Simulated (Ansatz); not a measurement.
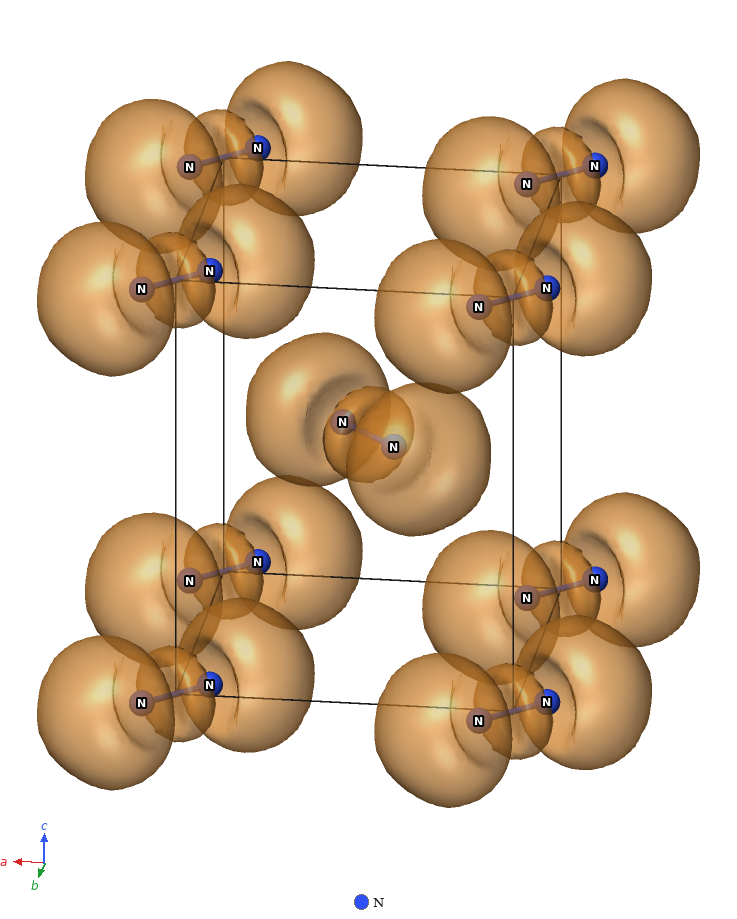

*N. Isosurface of the electron localisation function at 0.75 (orange), seen at an oblique angle. Core shells and regions of very low density are left out. Sticks mark near contacts.*

Space group P4₂/mnm; a structure from a database of computed crystals, not necessarily the ambient phase.

These are results of DFT PBE, scalar-relativistic, plane waves, PAW in Ansatz, not measurements.

In a PAW calculation such maps are meaningful between the atoms, not at the nuclei.

Input file:

```
crystal:
  lattice:
    - [4.08406197, 0.0, 0.0]
    - [0.0, 4.08406197, 0.0]
    - [0.0, 0.0, 5.34591325]
  atoms:
    - { symbol: "N", position: [0.9042752, 0.9042752, 0.0] }
    - { symbol: "N", position: [0.5957248, 0.4042752, 0.5] }
    - { symbol: "N", position: [0.0957248, 0.0957248, 0.0] }
    - { symbol: "N", position: [0.4042752, 0.5957248, 0.5] }
basis:
  ecutwfc: 420
kpoints:
  mp_grid: { grid: [6, 6, 4] }
hamiltonian:
  xc: pbe
scf:
  occupations: { method: gaussian, width: 0.02 }
output:
  forces: true
  stress: true
  eigenvalues: true
  write_density: true
  write_potential: true
  elf: true
  volumetric_format: npy
relax:
  adjacent_minimum: "off"
  f_tol: 0.005
  max_steps: 80
  cell: { stress_tol: 0.05 }
```

Launched as:

```sh
ansatz run input.yaml --threads 1 --pin off --max-ram 2560MiB --backend cpu --events-out ev --progress --plain --runs-dir out
```

Below, planes, directions and counts refer to the conventional cell (a = 4.42 Å, b = 4.42 Å, c = 5.76 Å, α = 90.00°, β = 90.00°, γ = 90.00°).

The fields are those of the relaxed geometry.

Where are the electrons localised?

Answer. At this value the surface marks out two regions between bonded N–N atoms (shared pairs) and four lobes on N, pointing away from the bonds (lone pairs), counted in one cell of 4 atoms. Regions shared between cells count once. Profiles from the grid: N–N (1.10 Å): the ELF peaks at about 0.85 between the atoms (inside overlapping PAW spheres, so only a guide): a short, multiple covalent bond.

Does the calculation give a band gap?

Answer. It is gapped, with a Kohn–Sham gap of 7.4 eV on the k-point mesh (the band edges may lie off the mesh, which would make the gap smaller).
